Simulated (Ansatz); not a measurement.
CoSi32 (cell with a defect)

Input file:

```
crystal:
  lattice:
    - [5.4700937548, 5.4700937548, 5.4700937548]
    - [5.4700937548, -5.4700937548, -5.4700937548]
    - [-5.4700937548, 5.4700937548, -5.4700937548]
  atoms:
    - { symbol: Si, position: [0.75, 0.75, 0.25] }
    - { symbol: Si, position: [0.0, 0.75, 0.0] }
    - { symbol: Si, position: [0.75, 0.5, 0.5] }
    - { symbol: Si, position: [0.25, 0.75, 0.75] }
    - { symbol: Si, position: [0.0, 0.5, 0.25] }
    - { symbol: Si, position: [0.5, 0.75, 0.5] }
    - { symbol: Si, position: [0.25, 0.5, 0.0] }
    - { symbol: Si, position: [0.75, 0.25, 0.75] }
    - { symbol: Si, position: [0.0, 0.25, 0.5] }
    - { symbol: Si, position: [0.5, 0.5, 0.75] }
    - { symbol: Si, position: [0.75, 0.0, 0.0] }
    - { symbol: Si, position: [0.25, 0.25, 0.25] }
    - { symbol: Si, position: [0.5, 0.25, 0.0] }
    - { symbol: Si, position: [0.0, 0.0, 0.75] }
    - { symbol: Si, position: [0.25, 0.0, 0.5] }
    - { symbol: Si, position: [0.5, 0.0, 0.25] }
    - { symbol: Si, position: [0.5, 0.75, 0.25] }
    - { symbol: Si, position: [0.75, 0.75, 0.0] }
    - { symbol: Si, position: [0.5, 0.5, 0.5] }
    - { symbol: Si, position: [0.0, 0.75, 0.75] }
    - { symbol: Si, position: [0.75, 0.5, 0.25] }
    - { symbol: Si, position: [0.25, 0.75, 0.5] }
    - { symbol: Si, position: [0.0, 0.5, 0.0] }
    - { symbol: Si, position: [0.5, 0.25, 0.75] }
    - { symbol: Si, position: [0.75, 0.25, 0.5] }
    - { symbol: Si, position: [0.25, 0.5, 0.75] }
    - { symbol: Si, position: [0.5, 0.0, 0.0] }
    - { symbol: Si, position: [0.0, 0.25, 0.25] }
    - { symbol: Si, position: [0.25, 0.25, 0.0] }
    - { symbol: Si, position: [0.75, 0.0, 0.75] }
    - { symbol: Si, position: [0.0, 0.0, 0.5] }
    - { symbol: Si, position: [0.25, 0.0, 0.25] }
    - { symbol: Co, position: [0.0089547886, 0.0121219534, -0.0036471589], spin: 3.0 }
basis:
  ecutwfc: 420
  xc_grid: 2
kpoints:
  mp_grid: { grid: [2, 2, 2], shift: [0.5, 0.5, 0.5] }
hamiltonian:
  xc: pbe
scf:
  occupations: { method: gaussian, width: 0.02 }
output:
  forces: true
  stress: false
  eigenvalues: true
  populations: true
  write_density: true
  write_potential: true
  elf: true
  volumetric_format: npy
magnetization:
  spin_polarized: true
relax:
  adjacent_minimum: "off"
  f_tol: 0.02
  max_steps: 60
```

Run with:

```sh
ansatz run input.yaml --threads 8 --pin off --max-ram 20480MiB --backend cpu --events-out ev --progress --plain --runs-dir out
```

The fields are those of the relaxed geometry.

Spin-polarised.

Level of theory: DFT PBE, scalar-relativistic, plane waves, PAW in Ansatz 0.2.0.

In a PAW calculation such maps are meaningful between the atoms, not at the nuclei.

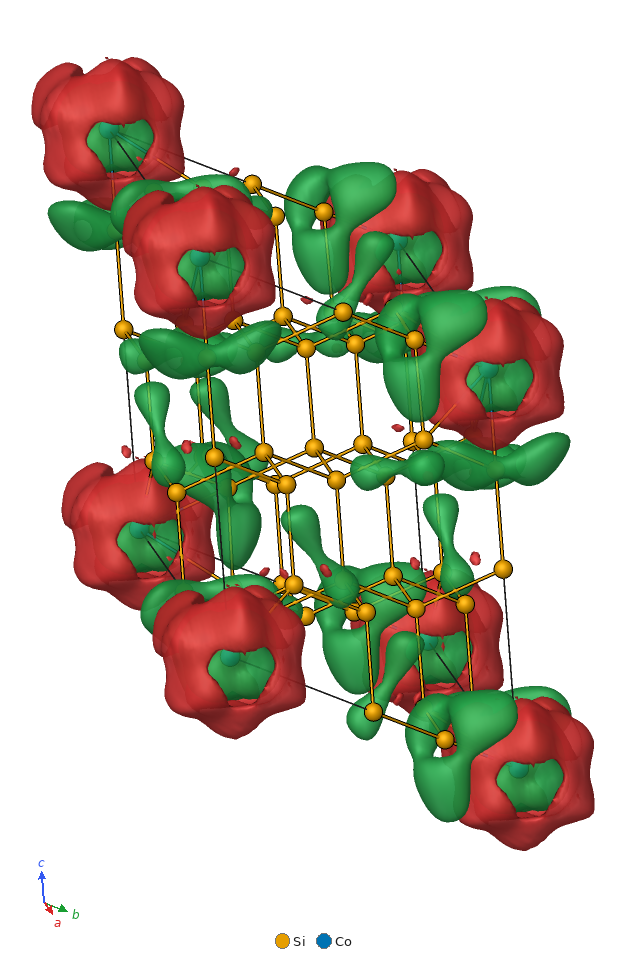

Figure 1. Isosurfaces of the spin density at +0.003 (green) and −0.003 e/Å³ (red), seen slightly off an axis. Sticks mark near contacts.

Where is the spin, and how is it ordered?

The spin density sits on Co: +0.9 μB in one cell of 33 atoms: a single local moment. The cell of the calculation (33 atoms) carries 1.0 μB of net spin moment.

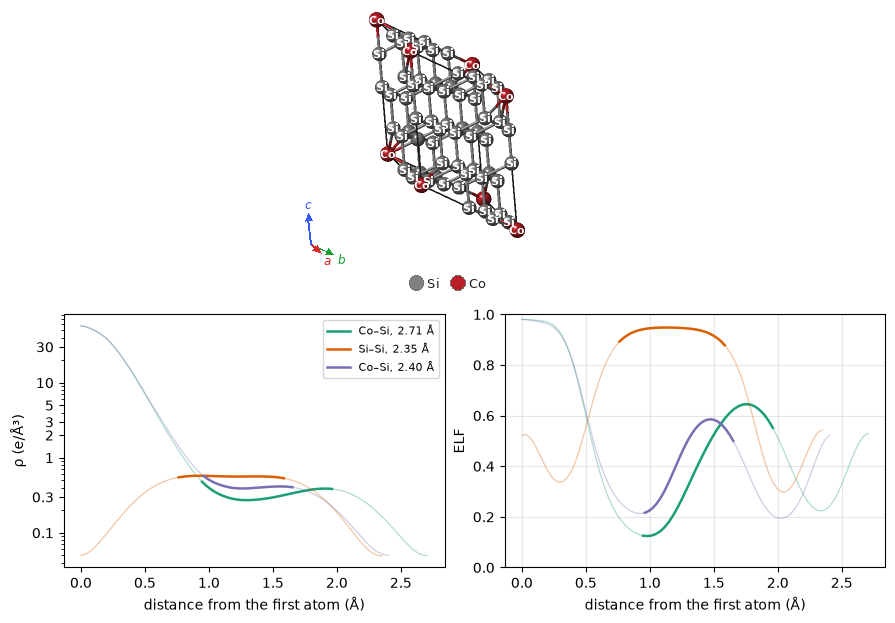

Figure 2. Valence pseudo-density and ELF along straight lines between neighbouring atoms. Thin, pale parts lie inside the atomic spheres. The structure is drawn too.

What can be read from the curves?

Co–Si (2.71 Å): ρ is about 0.27 e/Å³ halfway; the ELF peaks at about 0.65 in the valence shell of Si, 0.9 Å from its nucleus, and is about 0.40 at the midpoint.
Si–Si (2.35 Å): ρ is about 0.56 e/Å³ halfway; the ELF peaks at about 0.95 between the atoms.
Co–Si (2.40 Å): ρ at the midpoint is about 0.39 e/Å³; the ELF peaks at about 0.60 in the valence shell of Si, 0.9 Å from its nucleus, and is about 0.40 at the midpoint.
